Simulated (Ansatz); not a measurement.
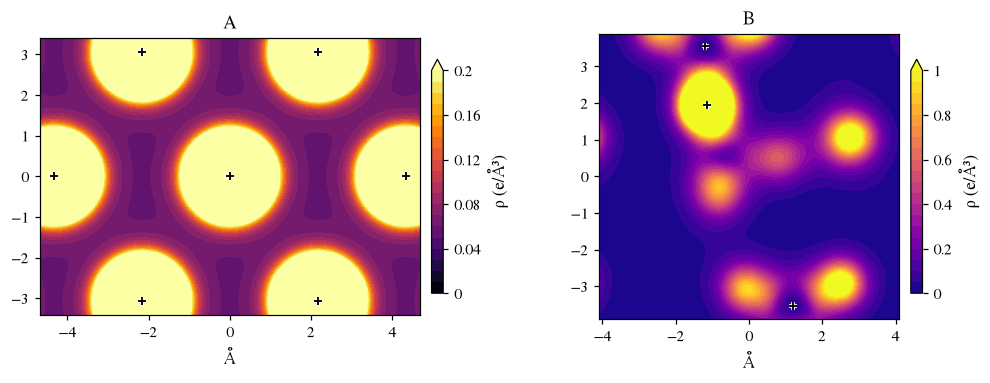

The valence charge density (pseudo) of 2 systems, each on a plane through atoms (crosses mark nuclei in the plane).

Theory: Kohn-Sham DFT of a periodic cell, LDA, Ansatz PAW in Ansatz.

System 1: SiO2, the (111) plane of the conventional cell. Space group P6₄22; a structure from a database of computed crystals, not necessarily the ambient phase.

```xyz
9
Lattice="5.0387 0.0000 0.0000 -2.5193 4.3636 0.0000 0.0000 0.0000 5.5249" Properties=species:S:1:pos:R:3 pbc="T T T"
Si    2.5193    0.0000    0.0000
Si    1.2597    2.1818    3.6833
Si   -1.2597    2.1818    1.8416
O    -0.9488    3.4569    0.9208
O     0.0000    1.8135    2.7624
O     1.5706    0.9068    4.6041
O     3.4681    0.9068    0.9208
O     2.5193    2.5501    2.7624
O     0.9488    3.4569    4.6041
```

System 2: Yb, the (011) plane of the conventional cell. Space group Im-3m; a structure from a database of computed crystals, not necessarily the ambient phase; computed pressure about −5 GPa in this cell; no Hubbard U on the f states and no spin–orbit coupling; the program warned that a starting moment wasn't kept; spin-polarised, but the moments vanished.

```
Yb
1.0
     4.33146    0.00000    0.00000
     0.00000    4.33146    0.00000
     0.00000    0.00000    4.33146
Yb
2
Direct
  0.00000 0.00000 0.00000
  0.50000 0.50000 0.50000
```

Question: Which map belongs to which system?

Answer: Panel A is system 2, Yb: the plane holds Yb. Yb–Yb (3.75 Å): ρ is about 0.07 e/Å³ halfway. Panel B is system 1, SiO2: the plane holds Si and O. Si–O (1.60 Å): ρ is about 1.3 e/Å³ halfway.
